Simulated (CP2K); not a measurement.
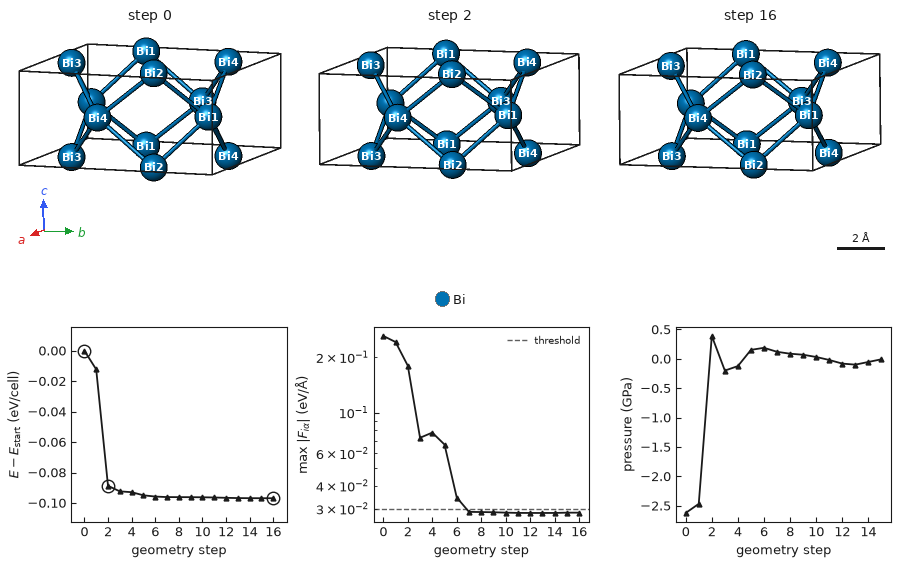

Frames of a relaxation of a crystal of Bi (set up in I4/mcm), marked on the history of the run. The picture is a ball-and-stick view of the conventional cell (2 times the calculation's cell), seen slightly off an axis. Lengths and directions refer to the drawn axes.

The run lets cell and atoms move.

Theory: CP2K, Kohn-Sham DFT of a periodic cell, LDA, GTH-PADE with UZH-TZVP basis.

Input
```
&GLOBAL
  PROJECT bi_vcrelax
  RUN_TYPE CELL_OPT
  PRINT_LEVEL LOW
&END GLOBAL
&FORCE_EVAL
  METHOD QS
  STRESS_TENSOR ANALYTICAL
  &DFT
    BASIS_SET_FILE_NAME BASIS_MOLOPT_UZH
    POTENTIAL_FILE_NAME GTH_POTENTIALS
    &MGRID
      CUTOFF 450
      REL_CUTOFF 60
      NGRIDS 4
    &END MGRID
    &QS
      METHOD GPW
      EPS_DEFAULT 1.0E-10
      EXTRAPOLATION USE_PREV_P
    &END QS
    &KPOINTS
      SCHEME MONKHORST-PACK 6 6 6
      GAMMA_CENTERED T
    &END KPOINTS
    &SCF
      SCF_GUESS ATOMIC
      EPS_SCF 1.0E-6
      MAX_SCF 100
      ADDED_MOS 14
      CHOLESKY OFF
      EPS_EIGVAL 1.0E-7
      &DIAGONALIZATION ON
        ALGORITHM STANDARD
      &END DIAGONALIZATION
      &MIXING ON
        METHOD BROYDEN_MIXING
        ALPHA 0.4
        BETA 1.5
        NBUFFER 8
      &END MIXING
      &SMEAR ON
        METHOD FERMI_DIRAC
        ELECTRONIC_TEMPERATURE [K] 580.226
      &END SMEAR
    &END SCF
    &XC
      &XC_FUNCTIONAL
        &LDA_X
        &END LDA_X
        &LDA_C_PW
        &END LDA_C_PW
      &END XC_FUNCTIONAL
    &END XC
    &PRINT
      &KPOINTS ON
      &END KPOINTS
      &MULLIKEN ON
        &EACH
          CELL_OPT 0
        &END EACH
        ADD_LAST NUMERIC
      &END MULLIKEN
      &MO ON
        ENERGIES T
        OCCUPATION_NUMBERS T
        &EACH
          QS_SCF 0
          CELL_OPT 0
        &END EACH
        ADD_LAST NUMERIC
      &END MO
    &END PRINT
  &END DFT
  &SUBSYS
    &CELL
      A 6.6232431698 0.0000000000 0.0000000000
      B -5.3348001971 3.9252078854 0.0000000000
      C -0.6442214864 -1.9626039427 6.2928939707
      PERIODIC XYZ
    &END CELL
    &COORD
      SCALED
      Bi  0.1456555000 0.3543445000 0.5000000000
      Bi  0.8543445000 0.6456555000 0.5000000000
      Bi  0.6456555000 0.1456555000 0.7913110000
      Bi  0.3543445000 0.8543445000 0.2086890000
    &END COORD
    &KIND Bi
      BASIS_SET TZVP-MOLOPT-PBE-GTH-q5
      POTENTIAL GTH-PADE-q5
    &END KIND
    &PRINT
      &ATOMIC_COORDINATES ON
      &END ATOMIC_COORDINATES
      &CELL ON
      &END CELL
    &END PRINT
  &END SUBSYS
  &PRINT
    &FORCES ON
    &END FORCES
    &STRESS_TENSOR ON
    &END STRESS_TENSOR
  &END PRINT
&END FORCE_EVAL
&MOTION
  &CELL_OPT
    OPTIMIZER BFGS
    MAX_ITER 40
    MAX_FORCE [eV*angstrom^-1] 0.03
    RMS_FORCE [eV*angstrom^-1] 0.03
    MAX_DR 1.0E-2
    RMS_DR 1.0E-2
    EXTERNAL_PRESSURE [bar] 0.0
    PRESSURE_TOLERANCE [bar] 200
    KEEP_SPACE_GROUP T
  &END CELL_OPT
  &PRINT
    &TRAJECTORY ON
    &END TRAJECTORY
    &CELL ON
    &END CELL
    &FORCES ON
    &END FORCES
    &STRESS ON
    &END STRESS
    &RESTART OFF
    &END RESTART
    &RESTART_HISTORY OFF
    &END RESTART_HISTORY
  &END PRINT
&END MOTION
```

Command:
```bash
OMP_NUM_THREADS=1 mpirun -n 3 cp2k.psmp -i bi_vcrelax.inp -o bi_vcrelax.out
```

### What happens along the run?

The energy falls by 96.9 meV per cell of the calculation in 16 geometry steps. Largest force component: 0.26 eV/Å at the start, 0.029 eV/Å at the end. The largest moves relative to the cell, 0.027 Å, are those of Bi1, Bi2, Bi3 and Bi4. Bi3 goes along [−1 −1 0]. The drawn cell changes as follows: a 8.899 → 8.852 Å (−0.5 %), b 8.899 → 8.886 Å (−0.2 %), c 4.131 → 3.956 Å (−4.2 %), α 90.0° → 89.4°, β 90.0° → 89.4°, γ 90.0° → 89.9°; the volume changes by −4.9 %. Some distances before and after: Bi1–Bi4 3.315 → 3.204 Å, Bi1–Bi3 3.315 → 3.212 Å, Bi1–Bi3 (another image) 3.315 → 3.243 Å, Bi1–Bi2 3.666 → 3.595 Å. Within 0.06 Å the space group is I4/mcm at the start and C2/m at the end; at a tighter tolerance small leftover displacements or strains of the cell lower it. From step 0 to 2: Bi atoms move most (0.04 Å), volume −5.4 %, energy −88.7 meV per cell of the calculation. From step 2 to 16: Bi atoms move most (0.02 Å), volume +0.5 %, energy −8.2 meV per cell of the calculation.
